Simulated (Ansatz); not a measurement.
The calculation's input:

```
crystal:
  lattice:
    - [6.5824376067, 0.0, 0.0]
    - [0.0, 6.5824376067, 0.0]
    - [0.0, 0.0, 3.2749106405]
  atoms:
    - { symbol: Si, position: [0.1313927296, 0.6313927296, 0.0] }
    - { symbol: Si, position: [0.8632361084, 0.3632361084, 0.0] }
    - { symbol: Si, position: [0.6313927296, 0.8632361084, 0.0] }
    - { symbol: Si, position: [0.3632361084, 0.1313927296, 0.0] }
    - { symbol: W, position: [0.5, 0.5, 0.0] }
    - { symbol: W, position: [0.0, 0.0, 0.0] }
    - { symbol: W, position: [0.6598576525, 0.1598576525, 0.5] }
    - { symbol: W, position: [0.3401423475, 0.8401423475, 0.5] }
    - { symbol: W, position: [0.1598576525, 0.3401423475, 0.5] }
    - { symbol: W, position: [0.8401423475, 0.6598576525, 0.5] }
basis:
  ecutwfc: 420
kpoints:
  mp_grid: { grid: [6, 6, 12] }
hamiltonian:
  xc: pbesol
scf:
  occupations: { method: gaussian, width: 0.15 }
output:
  forces: true
  stress: true
  eigenvalues: true
  write_density: true
  write_potential: true
  elf: true
  volumetric_format: npy
```

Launched as:

```sh
ansatz run input.yaml --threads 2 --pin off --max-ram 5120MiB --backend cpu --events-out ev --progress --plain --runs-dir out
```

Below, planes, directions and counts refer to the conventional cell (a = 3.27 Å, b = 9.31 Å, c = 9.31 Å, α = 90.00°, β = 90.00°, γ = 90.00°).

Space group Amm2; a structure from a database of computed crystals, not necessarily the ambient phase; changed on purpose from its base cell (all Si atoms moved +0.025 Å, as atom 1 towards its neighbour atom 2 (Si) at 2.496 A); not relaxed (largest force 0.4 eV/Å).

Level of theory: DFT PBEsol, scalar-relativistic, plane waves, PAW in Ansatz.

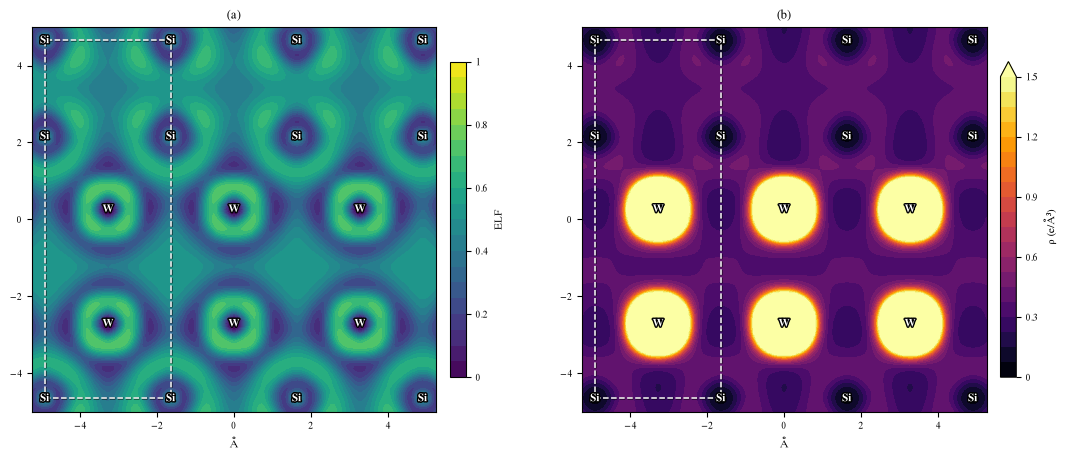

Si$_{2}$W$_{3}$. (a) electron localisation function; (b) valence charge density (pseudo) on the (010) plane of the conventional cell.

In a PAW calculation such maps are meaningful between the atoms, not at the nuclei.

Read the bonding off the picture.

- The plane passes through Si and W nuclei.
- Si–Si (2.50 Å): the density is about 0.38 e/Å³ at the midpoint; the ELF peaks at about 0.50 in the valence shell of Si, 1.0 Å from its nucleus, and is about 0.50 at the midpoint.
- Si–W (2.50 Å): ρ at the midpoint is about 0.47 e/Å³; the ELF peaks at about 0.65 in the valence shell of Si, 0.9 Å from its nucleus, and is about 0.40 at the midpoint.
- W–W (2.98 Å): ρ at the midpoint is about 0.34 e/Å³; the ELF is about 0.40 at the midpoint.
- Si–W (2.54 Å): ρ at the midpoint is about 0.44 e/Å³; the ELF peaks at about 0.65 in the valence shell of Si, 0.9 Å from its nucleus, and is about 0.40 at the midpoint.
- Between the atoms the lowest density in this plane is 0.22 e/Å³.
- The features right at W lie inside the PAW spheres, where the map follows smoothed inner orbitals and isn't to be read closely.

Does the calculation give a band gap?

It is gapless in this calculation (a metal or semimetal).
